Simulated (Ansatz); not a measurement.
# Run report: Al$_{8}$As$_{8}$H (charge +1), geometry relaxation (part 1 of 2)

The run: geometry relaxation of Al$_{8}$As$_{8}$H (defect cell, 17 atoms in the cell, total charge +1). Method and program: DFT PBE, scalar-relativistic, plane waves, PAW, no spin polarisation (Ansatz 0.2.0).

The structure derives from a Materials Project entry. It belongs to a series of runs on one base structure; here: H interstitial, charge +1, atoms relaxed at the host's cell. Figures and captions count atoms from 1; the log counts them from 0 in places.

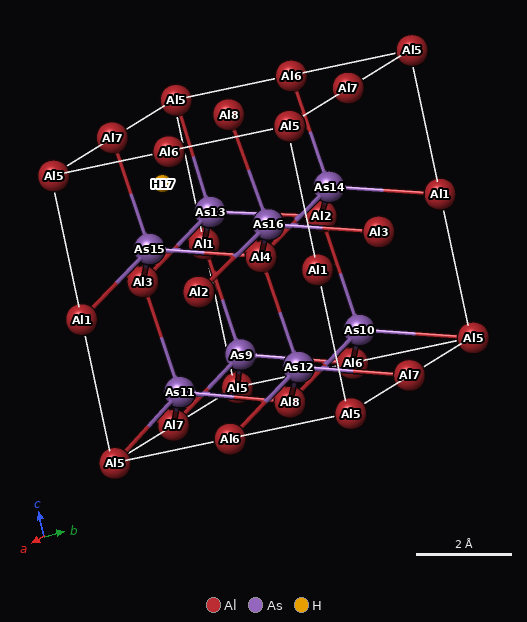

Figure 1. The structure as given in the input (ball-and-stick view of the cell of the calculation, seen slightly off an axis; atoms are numbered from 1 in the order of the input).

**Summary**

| quantity | value |
| --- | --- |
| outcome | converged |
| electrons treated | 144 |
| free energy | −43175.8944 eV |
| Fermi energy | 5.630 eV |
| gap on the k-point mesh | none (metallic) |
| final volume | 375.85 Å³ |
| largest force (length of the vector) at the end | 0.021 eV/Å |
| hardware | 4 threads of Intel Xeon (Sapphire Rapids), 64 GiB of memory available, shared host |
| wall time | 6.9 s (CPU time 24 s) |
| peak memory | 0.88 GiB |

**Input file**
```yaml
crystal:
  lattice:
    - [0.0, 5.727912321, -5.727912321]
    - [5.727912321, 5.727912321, 0.0]
    - [5.727912321, 0.0, -5.727912321]
  atoms:
    - { symbol: Al, position: [0.0004906909, -0.0001635636, 0.4998364364] }
    - { symbol: Al, position: [-0.0029093655, 0.4970906345, 0.5087280966] }
    - { symbol: Al, position: [0.4998364364, -0.0001635636, 0.4998364364] }
    - { symbol: Al, position: [0.4998364364, 0.5004906909, 0.4998364364] }
    - { symbol: Al, position: [-0.0029093655, 0.0087280966, 0.9970906345] }
    - { symbol: Al, position: [-0.0029093655, 0.4970906345, 0.9970906345] }
    - { symbol: Al, position: [0.4998364364, -0.0001635636, 1.0004906909] }
    - { symbol: Al, position: [0.5087280966, 0.4970906345, 0.9970906345] }
    - { symbol: As, position: [0.1269156841, 0.1230843159, 0.1269156841] }
    - { symbol: As, position: [0.125, 0.625, 0.125] }
    - { symbol: As, position: [0.6230843159, 0.1230843159, 0.1269156841] }
    - { symbol: As, position: [0.6230843159, 0.6269156841, 0.1269156841] }
    - { symbol: As, position: [0.1269156841, 0.1230843159, 0.6230843159] }
    - { symbol: As, position: [0.1269156841, 0.6269156841, 0.6230843159] }
    - { symbol: As, position: [0.625, 0.125, 0.625] }
    - { symbol: As, position: [0.6230843159, 0.6269156841, 0.6230843159] }
    - { symbol: H, position: [0.875, 0.375, 0.875] }
  host:
    lattice:
      - [0.0, 2.8639561605, 2.8639561605]
      - [2.8639561605, 0.0, 2.8639561605]
      - [2.8639561605, 2.8639561605, 0.0]
    atoms:
      - { symbol: Al, position: [0.0, 0.0, 0.0] }
      - { symbol: As, position: [0.75, 0.75, 0.75] }
total_charge: 1
basis:
  ecutwfc: 420
  xc_grid: 2
kpoints:
  mp_grid: { grid: [2, 2, 2], shift: [0.0, 0.0, 0.0] }
hamiltonian:
  xc: pbe
scf:
  occupations: { method: gaussian, width: 0.01 }
output:
  forces: true
  stress: false
  eigenvalues: true
  charged_corrections:
    defect_position: [0.875, 0.375, 0.875]
    epsilon: [[11.5641, 0.0, 0.0], [0.0, 11.5641, 0.0], [0.0, 0.0, 11.5641]]
  write_density: true
  write_potential: true
  elf: true
  volumetric_format: npy
relax:
  adjacent_minimum: "off"
  f_tol: 0.025
  max_steps: 45
```

Launch command:
```bash
ansatz run input.yaml --threads 4 --pin off --max-ram 8192MiB --backend cpu --events-out ev --progress --plain --runs-dir out
```

**The program's output**
```
Engine: ansatz 0.2.0, x86_64-unknown-linux-gnu
Pseudopotentials: kind: paw
Pseudopotential: Al, paw, valence charge 3, recommended cutoff 420 eV (normal), Al.paw.azcp
Pseudopotential: As, paw, valence charge 15, recommended cutoff 420 eV (normal), As.paw.azcp
Pseudopotential: H, paw, valence charge 1, recommended cutoff 420 eV (normal), H.paw.azcp
Functional definition: PBE
  parameter kappa = 0.804
  parameter beta = 0.06672455060314922
  exchange = pbe_x(kappa = kappa, mu = beta*pi^2/3)
  correlation = pbe_c(beta = beta)
Crystal: 17 atoms, lattice volume = 375.854 Å³
Basis set: ecut = 420 eV, 7391 PW (Γ), exchange–correlation on 120×120×120 points (8 copies of the dense FFT grid, shifted against one another)
Bands: 89, of which v1, the nominal top of the filled ones, is band 72 counted from 1 (71 counted from 0)
Symmetry: 24 space group operations
Space group: F-43m (ITA 216), of the structure as read, at distance tolerance 7.2e-5 Å
k-points: 3 of 8
Non-local potential: Al, projectors of the file, l = 0: 2, l = 1: 2, l = 2: 1
Non-local potential: As, projectors of the file, l = 0: 2, l = 1: 2, l = 2: 3, l = 3: 1
Non-local potential: H, projectors of the file, l = 0: 2, l = 1: 1
PAW form: soft (Blöchl's): semilocal exchange-correlation on the pseudo side does not see the compensation charge
PAW one-centre angular grid: Al, 110 points (default); XC on 64 Gauss nodes
PAW one-centre angular grid: As, 590 points (default); XC on 64 Gauss nodes
PAW one-centre angular grid: H, 110 points (default); XC on 64 Gauss nodes
Initial density: superposition of atomic densities (neutral atoms scaled as one to the charged cell's electrons: chi_scale 0, normalization atom), corrected by the library's trained network
Initial wavefunctions: pseudopotential atomic-orbital guess
Functional: x = pbe(κ = 0.804, μ = 0.2195149727645171), c = pbe(β = 0.06672455060314922)
SCF iter   1: F=—  HF=-43176.678455 eV  |F-HF|=—  |Δ(HF+E_count)|=         —  Δρ=2.20e-2  dr2=3.46e0  ethr=1.77e-3  ⟨swp⟩=6.0  Hψ=1022  notcnv=0  defer=5
preconditioner: auto → LDOS  [insulator: Δε(μ)=0.136 eV  Ē_g=8.412 eV  σ=0.010 eV  W_gap=0.67  n_scr=64 (ndim 8)  ℏωp=15.3 eV  f_vac=0.010  D(μ)=38.57/eV (n_scr^D=530)  ε∞_Penn≈4.3  β→1.0]
SCF iter   2: F=—  HF=-43175.961927 eV  |F-HF|=—  |Δ(HF+E_count)|=   7.17e-1  Δρ=8.42e-3  dr2=4.93e-1  ethr=1.77e-3  ⟨swp⟩=3.7  Hψ=585  notcnv=0  defer=26
SCF iter   3: F=—  HF=-43175.922196 eV  |F-HF|=—  |Δ(HF+E_count)|=   3.97e-2  Δρ=5.12e-3  dr2=1.80e-1  ethr=3.43e-4  ⟨swp⟩=3.0  Hψ=515  notcnv=0  defer=30
SCF iter   4: F=—  HF=-43175.898324 eV  |F-HF|=—  |Δ(HF+E_count)|=   2.39e-2  Δρ=4.11e-3  dr2=1.54e-1  ethr=1.25e-4  ⟨swp⟩=2.3  Hψ=330  notcnv=0  defer=30
SCF iter   5: F=—  HF=-43175.903193 eV  |F-HF|=—  |Δ(HF+E_count)|=   4.87e-3  Δρ=4.27e-3  dr2=1.16e-1  ethr=1.07e-4  ⟨swp⟩=2.0  Hψ=292  notcnv=0  defer=30
SCF iter   6: F=—  HF=-43175.898259 eV  |F-HF|=—  |Δ(HF+E_count)|=   4.93e-3  Δρ=3.68e-3  dr2=1.01e-1  ethr=8.07e-5  ⟨swp⟩=1.0  Hψ=237  notcnv=0  defer=30
SCF iter   7: F=—  HF=-43175.896880 eV  |F-HF|=—  |Δ(HF+E_count)|=   1.38e-3  Δρ=3.80e-3  dr2=1.29e-1  ethr=7.00e-5  ⟨swp⟩=2.3  Hψ=279  notcnv=0  defer=30
SCF iter   8: F=—  HF=-43175.897459 eV  |F-HF|=—  |Δ(HF+E_count)|=   5.79e-4  Δρ=3.82e-3  dr2=1.29e-1  ethr=7.00e-5  ⟨swp⟩=1.0  Hψ=264  notcnv=0  defer=30
SCF iter   9: F=—  HF=-43175.896551 eV  |F-HF|=—  |Δ(HF+E_count)|=   9.08e-4  Δρ=3.78e-3  dr2=1.23e-1  ethr=7.00e-5  ⟨swp⟩=1.0  Hψ=237  notcnv=0  defer=30
SCF iter  10: F=—  HF=-43175.891557 eV  |F-HF|=—  |Δ(HF+E_count)|=   4.99e-3  Δρ=3.38e-3  dr2=1.00e-1  ethr=7.00e-5  ⟨swp⟩=1.0  Hψ=237  notcnv=0  defer=30
SCF iter  11: F=—  HF=-43175.903440 eV  |F-HF|=—  |Δ(HF+E_count)|=   1.19e-2  Δρ=4.16e-3  dr2=1.44e-1  ethr=6.94e-5  ⟨swp⟩=2.0  Hψ=240  notcnv=0  defer=30
SCF iter  12: F=—  HF=-43175.905293 eV  |F-HF|=—  |Δ(HF+E_count)|=   1.85e-3  Δρ=4.28e-3  dr2=1.51e-1  ethr=6.94e-5  ⟨swp⟩=1.0  Hψ=237  notcnv=0  defer=30
SCF iter  13: F=—  HF=-43175.905989 eV  |F-HF|=—  |Δ(HF+E_count)|=   6.96e-4  Δρ=4.32e-3  dr2=1.54e-1  ethr=6.94e-5  ⟨swp⟩=1.0  Hψ=237  notcnv=0  defer=30
SCF iter  14: F=—  HF=-43175.905738 eV  |F-HF|=—  |Δ(HF+E_count)|=   2.51e-4  Δρ=4.26e-3  dr2=1.53e-1  ethr=6.94e-5  ⟨swp⟩=1.0  Hψ=237  notcnv=0  defer=30
SCF iter  15: F=—  HF=-43175.899190 eV  |F-HF|=—  |Δ(HF+E_count)|=   6.55e-3  Δρ=3.94e-3  dr2=1.32e-1  ethr=6.94e-5  ⟨swp⟩=1.0  Hψ=237  notcnv=0  defer=30
SCF iter  16: F=—  HF=-43175.894604 eV  |F-HF|=—  |Δ(HF+E_count)|=   4.59e-3  Δρ=3.71e-3  dr2=1.19e-1  ethr=6.94e-5  ⟨swp⟩=1.0  Hψ=259  notcnv=0  defer=30
SCF iter  17: F=—  HF=-43175.907773 eV  |F-HF|=—  |Δ(HF+E_count)|=   1.32e-2  Δρ=4.16e-3  dr2=1.36e-1  ethr=6.94e-5  ⟨swp⟩=2.7  Hψ=339  notcnv=0  defer=30
SCF iter  18: F=—  HF=-43175.895220 eV  |F-HF|=—  |Δ(HF+E_count)|=   1.26e-2  Δρ=3.38e-3  dr2=8.90e-2  ethr=6.94e-5  ⟨swp⟩=1.7  Hψ=289  notcnv=0  defer=30
SCF iter  19: F=—  HF=-43175.893745 eV  |F-HF|=—  |Δ(HF+E_count)|=   1.48e-3  Δρ=3.61e-3  dr2=1.10e-1  ethr=6.18e-5  ⟨swp⟩=2.3  Hψ=244  notcnv=0  defer=30
SCF iter  20: F=—  HF=-43175.893085 eV  |F-HF|=—  |Δ(HF+E_count)|=   6.60e-4  Δρ=3.58e-3  dr2=1.08e-1  ethr=6.18e-5  ⟨swp⟩=1.0  Hψ=237  notcnv=0  defer=30
SCF iter  21: F=—  HF=-43175.888664 eV  |F-HF|=—  |Δ(HF+E_count)|=   4.42e-3  Δρ=1.65e-3  dr2=2.19e-2  ethr=6.18e-5  ⟨swp⟩=1.0  Hψ=237  notcnv=0  defer=30
SCF iter  22: F=—  HF=-43175.888392 eV  |F-HF|=—  |Δ(HF+E_count)|=   2.72e-4  Δρ=7.86e-4  dr2=5.12e-3  ethr=1.52e-5  ⟨swp⟩=1.0  Hψ=237  notcnv=0  defer=30
SCF iter  23: F=—  HF=-43175.888524 eV  |F-HF|=—  |Δ(HF+E_count)|=   1.32e-4  Δρ=1.21e-3  dr2=1.19e-2  ethr=3.56e-6  ⟨swp⟩=1.3  Hψ=246  notcnv=0  defer=30
SCF iter  24: F=—  HF=-43175.888342 eV  |F-HF|=—  |Δ(HF+E_count)|=   1.82e-4  Δρ=2.05e-4  dr2=3.62e-4  ethr=3.56e-6  ⟨swp⟩=1.0  Hψ=259  notcnv=0  defer=30
SCF iter  25: F=—  HF=-43175.888337 eV  |F-HF|=—  |Δ(HF+E_count)|=   4.63e-6  Δρ=1.05e-4  dr2=8.94e-5  ethr=2.51e-7  ⟨swp⟩=1.0  Hψ=237  notcnv=0  defer=30
SCF iter  26: F=—  HF=-43175.888336 eV  |F-HF|=—  |Δ(HF+E_count)|=   1.56e-6  Δρ=3.91e-5  dr2=1.72e-5  ethr=6.21e-8  ⟨swp⟩=1.0  Hψ=237  notcnv=0  defer=30
SCF iter  27: F=—  HF=-43175.888335 eV  |F-HF|=—  |Δ(HF+E_count)|=   6.92e-7  Δρ=5.65e-5  dr2=3.00e-5  ethr=1.09e-8  ⟨swp⟩=15.7  Hψ=1864  notcnv=0
SCF iter  28: F=—  HF=-43175.888334 eV  |F-HF|=—  |Δ(HF+E_count)|=   8.36e-7  Δρ=6.37e-5  dr2=3.31e-5  ethr=1.20e-8  ⟨swp⟩=1.3  Hψ=238  notcnv=0
SCF iter  29: F=-43175.888333 eV  HF=-43175.888333 eV  |F-HF|=7.93e-7  |Δ(HF+E_count)|=   7.61e-7  Δρ=1.28e-5  dr2=1.14e-6  ethr=1.09e-8  ⟨swp⟩=9.0  Hψ=1643  notcnv=0
SCF 1 converged in 29 iterations: F = -43175.888333 eV  dr2 = 1.14e-6
  greatest PAW one-centre occupation: 0.999 electrons in one spin orbital (limit 2), on the As atom at site 12 (counted from 0), in its partial waves of l = 2
relax step   1: F+E_penalty+E_count = -43175.88833259 eV  Δ(F+E_penalty+E_count) = +0.000e0 eV  max|allowed force component| = 1.075e-1 eV/Å  Δτ_max = 0.0000 Å  (29 SCF iters, dr2 threshold 1.56e-5 eV, accepted)
Initial density: handed on by an earlier stage of this run
Initial wavefunctions: those handed on with the density
iter 1 solved again at ethr=2.35e-5 eV; its pass at ethr=3.10e-3 eV (dr2=3.39e-2 eV) is discarded
SCF iter   1: F=—  HF=-43175.895288 eV  |F-HF|=—  |Δ(HF+E_count)|=         —  Δρ=2.15e-3  dr2=3.37e-2  ethr=2.35e-5  ⟨swp⟩=1.7  Hψ=664  notcnv=0  defer=30
preconditioner: auto → LDOS  [insulator: Δε(μ)=0.392 eV  Ē_g=8.339 eV  σ=0.010 eV  W_gap=0.54  n_scr=64 (ndim 8)  ℏωp=15.3 eV  f_vac=0.012  D(μ)=70.58/eV (n_scr^D=1242)  ε∞_Penn≈4.4  β→1.0]
SCF iter   2: F=—  HF=-43175.893929 eV  |F-HF|=—  |Δ(HF+E_count)|=   1.36e-3  Δρ=6.53e-4  dr2=1.59e-3  ethr=2.34e-5  ⟨swp⟩=2.0  Hψ=252  notcnv=0  defer=30
SCF iter   3: F=—  HF=-43175.894635 eV  |F-HF|=—  |Δ(HF+E_count)|=   7.06e-4  Δρ=1.43e-3  dr2=1.54e-2  ethr=1.10e-6  ⟨swp⟩=2.0  Hψ=366  notcnv=0  defer=30
SCF iter   4: F=—  HF=-43175.894539 eV  |F-HF|=—  |Δ(HF+E_count)|=   9.66e-5  Δρ=1.27e-3  dr2=1.18e-2  ethr=1.10e-6  ⟨swp⟩=1.0  Hψ=237  notcnv=0  defer=30
SCF iter   5: F=—  HF=-43175.894396 eV  |F-HF|=—  |Δ(HF+E_count)|=   1.43e-4  Δρ=6.41e-4  dr2=2.72e-3  ethr=1.10e-6  ⟨swp⟩=1.0  Hψ=237  notcnv=0  defer=30
SCF iter   6: F=—  HF=-43175.894422 eV  |F-HF|=—  |Δ(HF+E_count)|=   2.62e-5  Δρ=4.26e-4  dr2=1.19e-3  ethr=1.10e-6  ⟨swp⟩=1.0  Hψ=237  notcnv=0  defer=30
SCF iter   7: F=—  HF=-43175.894430 eV  |F-HF|=—  |Δ(HF+E_count)|=   7.62e-6  Δρ=1.94e-4  dr2=2.74e-4  ethr=8.29e-7  ⟨swp⟩=1.0  Hψ=237  notcnv=0  defer=30
SCF iter   8: F=—  HF=-43175.894389 eV  |F-HF|=—  |Δ(HF+E_count)|=   4.12e-5  Δρ=1.69e-4  dr2=2.24e-4  ethr=1.90e-7  ⟨swp⟩=1.0  Hψ=237  notcnv=0  defer=30
SCF iter   9: F=—  HF=-43175.894382 eV  |F-HF|=—  |Δ(HF+E_count)|=   6.49e-6  Δρ=1.59e-4  dr2=1.90e-4  ethr=1.56e-7  ⟨swp⟩=1.0  Hψ=237  notcnv=0  defer=30
SCF iter  10: F=—  HF=-43175.894376 eV  |F-HF|=—  |Δ(HF+E_count)|=   5.80e-6  Δρ=1.21e-4  dr2=1.25e-4  ethr=1.32e-7  ⟨swp⟩=1.0  Hψ=237  notcnv=0  defer=30
SCF iter  11: F=—  HF=-43175.894369 eV  |F-HF|=—  |Δ(HF+E_count)|=   7.11e-6  Δρ=1.04e-4  dr2=9.14e-5  ethr=8.71e-8  ⟨swp⟩=1.0  Hψ=237  notcnv=0  defer=30
SCF iter  12: F=—  HF=-43175.894363 eV  |F-HF|=—  |Δ(HF+E_count)|=   5.98e-6  Δρ=8.78e-5  dr2=6.21e-5  ethr=6.35e-8  ⟨swp⟩=1.0  Hψ=237  notcnv=0  defer=30
SCF iter  13: F=—  HF=-43175.894351 eV  |F-HF|=—  |Δ(HF+E_count)|=   1.23e-5  Δρ=6.74e-5  dr2=3.25e-5  ethr=4.31e-8  ⟨swp⟩=2.0  Hψ=303  notcnv=0  defer=30
SCF iter  14: F=—  HF=-43175.894352 eV  |F-HF|=—  |Δ(HF+E_count)|=   7.59e-7  Δρ=1.77e-5  dr2=2.13e-6  ethr=2.26e-8  ⟨swp⟩=1.3  Hψ=238  notcnv=0  defer=30
SCF iter  15: F=—  HF=-43175.894352 eV  |F-HF|=—  |Δ(HF+E_count)|=   5.79e-7  Δρ=1.28e-5  dr2=1.57e-6  ethr=1.48e-9  ⟨swp⟩=2.0  Hψ=380  notcnv=0  defer=30
SCF iter  16: F=-43175.894352 eV  HF=-43175.894352 eV  |F-HF|=4.39e-7  |Δ(HF+E_count)|=   4.03e-8  Δρ=7.15e-6  dr2=6.06e-7  ethr=5.02e-10  ⟨swp⟩=13.3  Hψ=1739  notcnv=0
SCF 2 converged in 16 iterations: F = -43175.894352 eV  dr2 = 6.06e-7
  greatest PAW one-centre occupation: 0.999 electrons in one spin orbital (limit 2), on the As atom at site 8 (counted from 0), in its partial waves of l = 2
relax step   2: F+E_penalty+E_count = -43175.89435189 eV  Δ(F+E_penalty+E_count) = -6.019e-3 eV  max|allowed force component| = 1.202e-2 eV/Å  Δτ_max = 0.0181 Å  (16 SCF iters, dr2 threshold 7.22e-7 eV, accepted)
iter 1 solved again at ethr=4.43e-10 eV; its pass at ethr=3.10e-3 eV (dr2=6.38e-7 eV) is discarded
SCF iter   1: F=—  HF=-43175.894383 eV  |F-HF|=—  |Δ(HF+E_count)|=         —  Δρ=7.36e-6  dr2=6.36e-7  ethr=4.43e-10  ⟨swp⟩=1.0  Hψ=642  notcnv=0
preconditioner: auto → LDOS  [insulator: Δε(μ)=0.398 eV  Ē_g=8.338 eV  σ=0.010 eV  W_gap=0.70  n_scr=64 (ndim 8)  ℏωp=15.3 eV  f_vac=0.012  D(μ)=98.89/eV (n_scr^D=2084)  ε∞_Penn≈4.4  β→1.0]
SCF iter   2: F=—  HF=-43175.894352 eV  |F-HF|=—  |Δ(HF+E_count)|=   3.11e-5  Δρ=6.03e-6  dr2=3.26e-7  ethr=4.42e-10  ⟨swp⟩=2.0  Hψ=304  notcnv=0
SCF iter   3: F=—  HF=-43175.894352 eV  |F-HF|=—  |Δ(HF+E_count)|=   4.17e-9  Δρ=6.18e-6  dr2=4.63e-7  ethr=2.26e-10  ⟨swp⟩=2.0  Hψ=438  notcnv=0
SCF iter   4: F=-43175.894352 eV  HF=-43175.894352 eV  |F-HF|=6.20e-8  |Δ(HF+E_count)|=   4.87e-8  Δρ=3.15e-6  dr2=9.69e-8  ethr=6.94e-11  ⟨swp⟩=5.7  Hψ=1344  notcnv=0
SCF 3 converged in 4 iterations: F = -43175.894352 eV  dr2 = 9.69e-8
relax step   3: F+E_penalty+E_count = -43175.89435221 eV  Δ(F+E_penalty+E_count) = -3.196e-7 eV  max|allowed force component| = 1.197e-2 eV/Å  Δτ_max = 0.0000 Å  (4 SCF iters, accepted)
```

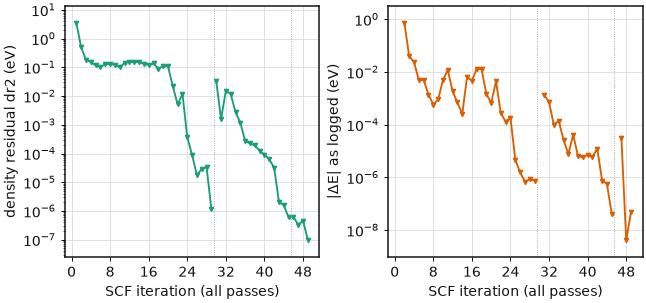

Figure 2. Convergence of the self-consistent field: density residual dr2 and size of the energy change against the SCF iteration. The dotted lines part the SCF passes of the relaxation: geometry steps, rejected trials and re-solves on a re-selected basis. The passes take 29, 16 and 4 iterations.

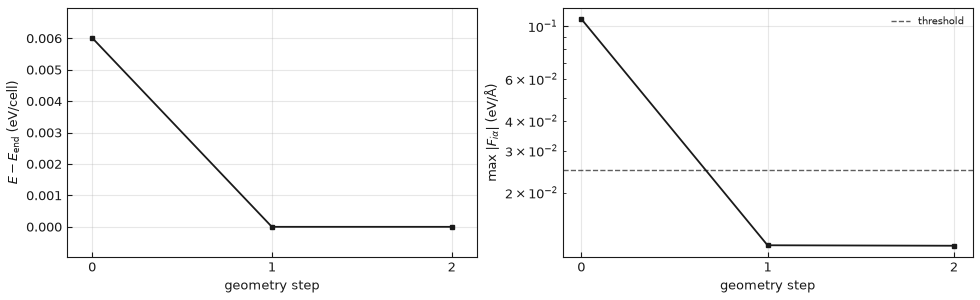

Figure 3. Progress of the relaxation, step by step (the first geometry is step 0 here and step 1 in the log).

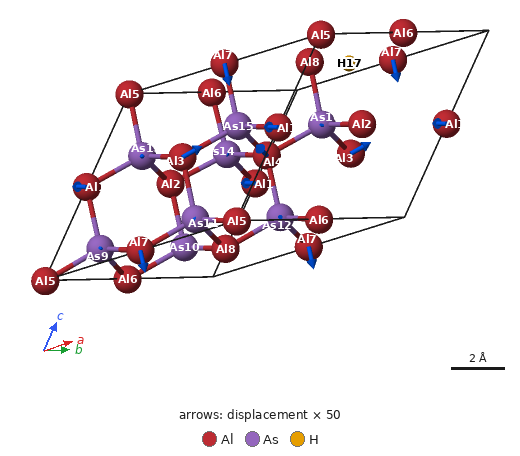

Figure 4. The starting structure with the displacements as blue arrows, magnified 50 times (ball-and-stick view of the cell of the calculation, seen at an oblique angle). The largest moves, 0.018 Å, are those of Al1, Al3, Al4 and Al7. Largest moves by element: Al 0.018 Å, As 0.002 Å. H stays in place. The lattice vectors keep their values. Among the contacts that change: Al1–As15 2.484 → 2.465 Å, Al1–As13 2.467 → 2.472 Å. After 2 geometry steps the energy has fallen by 6.0 meV per cell of the calculation. Largest force component: 0.11 eV/Å at the start, 0.012 eV/Å at the end. (Atoms are counted from 1 in the order of the input.)
